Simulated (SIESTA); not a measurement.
**A series of single points on SiO2**

System: SiO2 (P4₃2₁2, 12 atoms in the cell).
Method: Kohn-Sham DFT of a periodic cell, LDA, PseudoDojo 0.4 standard, converted to PSML, no spin polarisation (SIESTA 5.4.2).

The 7 runs differ only in the geometry, by an even scaling of the cell at fixed fractional positions. The structure derives from a Materials Project entry.

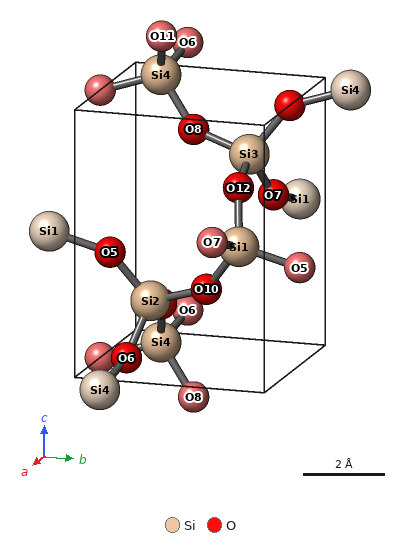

Figure 1. The structure of run 4 (ball-and-stick view of the cell of the calculation, seen slightly off an axis; neighbours outside the cell are drawn fainter; atoms are numbered from 1 in the order of the input). An atom can appear more than once, as a periodic image.

## Input of run 4
```
SystemName                      SiO2
SystemLabel                     SiO2
NumberOfSpecies                 2
NumberOfAtoms                   12
%block ChemicalSpeciesLabel
  1  14 Si
  2   8 O
%endblock ChemicalSpeciesLabel

LatticeConstant                 1.0 Ang
%block LatticeVectors
     4.9755888200     0.0000000000     0.0000000000
     0.0000000000     4.9755888200     0.0000000000
     0.0000000000     0.0000000000     6.9008894400
%endblock LatticeVectors
AtomicCoordinatesFormat         Fractional
%block AtomicCoordinatesAndAtomicSpecies
     0.8032465600     0.8032465600     0.5000000000  1  Si
     0.6967534400     0.3032465600     0.2500000000  1  Si
     0.3032465600     0.6967534400     0.7500000000  1  Si
     0.1967534400     0.1967534400     0.0000000000  1  Si
     0.7617576300     0.1103870700     0.4320415600  2  O
     0.8896129300     0.2382423700     0.0679584400  2  O
     0.1103870700     0.7617576300     0.5679584400  2  O
     0.2617576300     0.3896129300     0.8179584400  2  O
     0.2382423700     0.8896129300     0.9320415600  2  O
     0.7382423700     0.6103870700     0.3179584400  2  O
     0.3896129300     0.2617576300     0.1820415600  2  O
     0.6103870700     0.7382423700     0.6820415600  2  O
%endblock AtomicCoordinatesAndAtomicSpecies

%block kgrid.MonkhorstPack
    4   0   0  0.0
    0   4   0  0.0
    0   0   3  0.0
%endblock kgrid.MonkhorstPack
XC.Functional                   LDA
XC.Authors                      PW92
PAO.BasisSize                   DZP
PAO.EnergyShift                 0.003 Ry
Mesh.Cutoff                     800 Ry
OccupationFunction              FD
ElectronicTemperature           0.05 eV
MaxSCFIterations                120
SCF.MustConverge                false
SCF.Mixer.Method                Pulay
SCF.Mixer.Weight                0.25
SCF.Mixer.History               8
SCF.DM.Tolerance                5.0e-05
SCF.H.Tolerance                 1.0e-03 eV
WriteForces                     true
Charge.Mulliken                 end
```

Command:
```bash
siesta SiO2.fdf > SiO2.out 2>&1
```

Lattice vectors (Å) and fractional positions of run 4:
```
   4.975589    0.000000    0.000000
   0.000000    4.975589    0.000000
   0.000000    0.000000    6.900889
Si  0.803247  0.803247  0.500000
Si  0.696753  0.303247  0.250000
Si  0.303247  0.696753  0.750000
Si  0.196753  0.196753  0.000000
O   0.761758  0.110387  0.432042
O   0.889613  0.238242  0.067958
O   0.110387  0.761758  0.567958
O   0.261758  0.389613  0.817958
O   0.238242  0.889613  0.932042
O   0.738242  0.610387  0.317958
O   0.389613  0.261758  0.182042
O   0.610387  0.738242  0.682042
```

Run 3 differs from it as follows:
```diff
-     4.9755888200     0.0000000000     0.0000000000
-     0.0000000000     4.9755888200     0.0000000000
-     0.0000000000     0.0000000000     6.9008894400
+     4.9421946003     0.0000000000     0.0000000000
+     0.0000000000     4.9421946003     0.0000000000
+     0.0000000000     0.0000000000     6.8545733502
```

## Results, with one run withheld

```tsv
run	volume per atom (Å³)	free energy per atom, from the lowest run given (meV)	pressure (GPa)	gap on the mesh (eV)
1	13.383	27.36	11.16	6.20
2	13.667	11.34	6.95	6.09
3	13.952	?	?	?
4	14.237	0.00	−0.30	5.84
5	14.522	3.35	−3.41	5.71
6	14.806	11.96	−6.22	5.57
7	15.091	25.31	−8.76	5.42
```

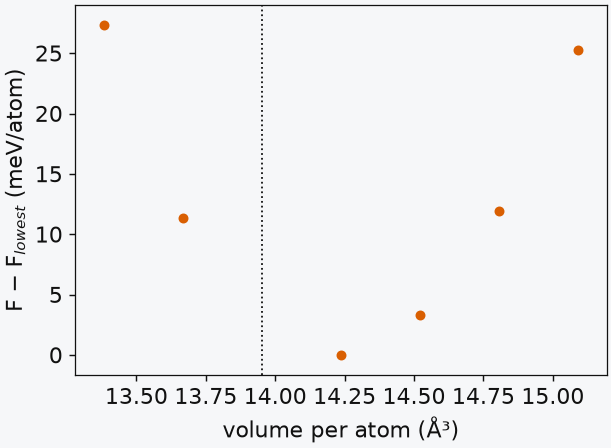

Figure 2. Free energy per atom of the runs given; the dotted line marks run 3.

Fit the runs given and predict run 3.

A cubic polynomial in V^(−2/3) (the Birch–Murnaghan form), fitted to the 6 runs given, misses them by at most 0.01 meV per atom. With x = V^(−2/3) − 0.17003 Å⁻², it reads F = 0.062774 − 482.77 x + 5.6544e+05 x² + 2.64e+05 x³ (meV per atom). At run 3 it gives 2.44 meV per atom, and the run itself gives 2.46. The slope of the fit gives a pressure −dF/dV of 3.13 GPa there, and the run prints 3.14 GPa. The fit has its minimum at 14.209 Å³ per atom, where V d²F/dV² gives 165 GPa. Cell shape and fractional positions are held, so this is the stiffness under even scaling; the relaxed bulk modulus wasn't computed. The gap on the mesh goes, without turning, from 6.20 eV in run 1 to 5.42 eV in run 7; run 3 has 5.97 eV. These are gaps of this functional on this mesh, which can miss the band edges; they aren't the measured gap.

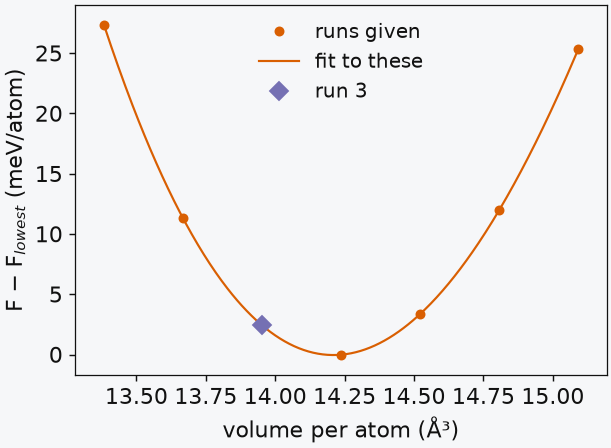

Figure 3. The fit and the withheld run.

## Some lines of the output (run 3)
```
[...]
outcell: Cell volume (Ang**3)        :    167.4249
stepf: Fermi-Dirac step function
siesta: Etot    =     -4055.832848
siesta: FreeEng =     -4055.832848
        iscf     Eharris(eV)        E_KS(eV)     FreeEng(eV)     dDmax    Ef(eV) dHmax(eV)
siesta: E_KS(eV) =            -4069.6530
siesta: E_KS - E_eggbox =     -4069.6530
siesta: Etot    =     -4069.652984
siesta: FreeEng =     -4069.652984
siesta:         Fermi =      -5.826497
siesta: Cell volume =        167.424925 Ang**3
    Orbital volume contribution        =           6.775405 eV
```

Notes: Points of doubt noted for this run: mulliken charges of long orbitals. With a small basis of atomic orbitals these values can differ much from converged plane-wave results.
